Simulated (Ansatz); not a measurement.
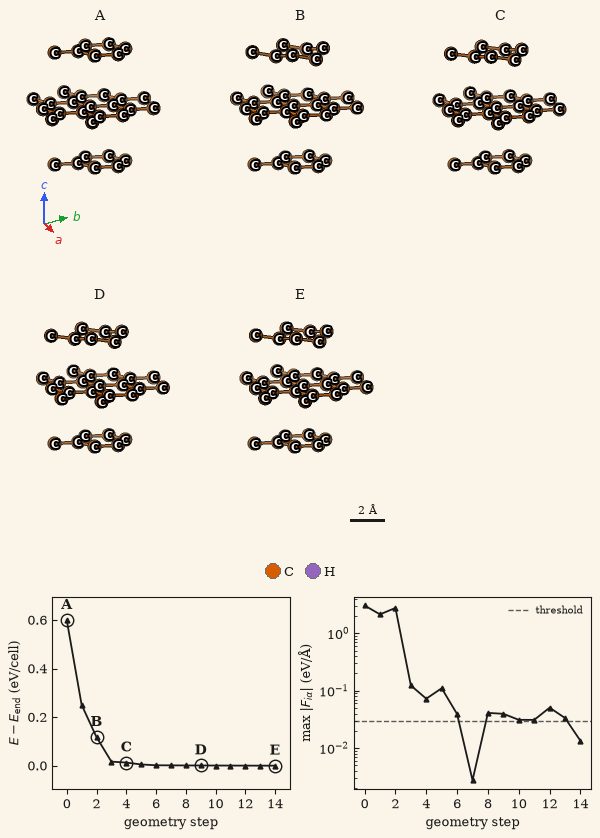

Frames of a constrained relaxation of a slab of composition HC8 (cut from the Fmmm phase), marked on the history of the run. A ball-and-stick model of the atoms within 4.2 Å of the atom that moves most (axes of the 3 × 3 repeat of the cell, outlined in the plane, without the vacuum), seen slightly off an axis.

Case: H put at a top C site. The slab is the (0 0 1) face of C with H on it. 4 atoms are held fixed.

These are results of Ansatz 0.2.0, DFT PBE+D3(BJ), scalar-relativistic, plane waves, PAW, not measurements. Settings: plane-wave cutoff 420 eV; k-point mesh 12 × 12 × 1; occupations gaussian; smearing width 0.1 eV; no spin polarisation; dipole correction; atoms relaxed in a fixed cell; force threshold 0.03 eV/Å; at most 70 steps.

**Describe the path.**

The largest moves, 0.79 Å, are those of C atoms. Largest moves by element: C 0.79 Å, H 0.17 Å. The cell stays as it was. Some distances before and after: C–C 1.423 → 1.448 Å. Among the angles between lasting bonds that change: C–C–C 120.0° → 116.7°. After 14 geometry steps the energy has fallen by 0.600 eV per cell of the calculation. The largest force component goes from 3.1 to 0.013 eV/Å. The forces were under the threshold at step 7, but the run went on from there. From step 0 to 2: a C atom moves most (0.33 Å), energy −0.482 eV per cell of the calculation. From step 2 to 4: C atoms move most (0.19 Å), energy −0.105 eV per cell of the calculation. From step 4 to 9: C atoms move most (0.21 Å), energy −11.9 meV per cell of the calculation. From step 9 to 14: C and H atoms move most (0.29 Å), energy −0.8 meV per cell of the calculation.

```json
{"step": "0", "E − E(0), meV/atom": "0.00", "largest force component, eV/Å": "3.0529"}
{"step": "1", "E − E(0), meV/atom": "-38.80", "largest force component, eV/Å": "2.1373"}
{"step": "2", "E − E(0), meV/atom": "-53.57", "largest force component, eV/Å": "2.7701"}
{"step": "3", "E − E(0), meV/atom": "-64.79", "largest force component, eV/Å": "0.1233"}
{"step": "4", "E − E(0), meV/atom": "-65.22", "largest force component, eV/Å": "0.0726"}
{"step": "5", "E − E(0), meV/atom": "-66.08", "largest force component, eV/Å": "0.1104"}
{"step": "6", "E − E(0), meV/atom": "-66.46", "largest force component, eV/Å": "0.0392"}
{"step": "7", "E − E(0), meV/atom": "-66.49", "largest force component, eV/Å": "0.0028"}
{"step": "8", "E − E(0), meV/atom": "-66.54", "largest force component, eV/Å": "0.0411"}
{"step": "9", "E − E(0), meV/atom": "-66.55", "largest force component, eV/Å": "0.0396"}
{"step": "10", "E − E(0), meV/atom": "-66.57", "largest force component, eV/Å": "0.0311"}
{"step": "11", "E − E(0), meV/atom": "-66.59", "largest force component, eV/Å": "0.0310"}
{"step": "12", "E − E(0), meV/atom": "-66.62", "largest force component, eV/Å": "0.0507"}
{"step": "13", "E − E(0), meV/atom": "-66.63", "largest force component, eV/Å": "0.0334"}
{"step": "14", "E − E(0), meV/atom": "-66.64", "largest force component, eV/Å": "0.0134"}
```

Limits of the set-up: the periodic images lie only 2.5 Å apart, so the values are limited by the cell's size.
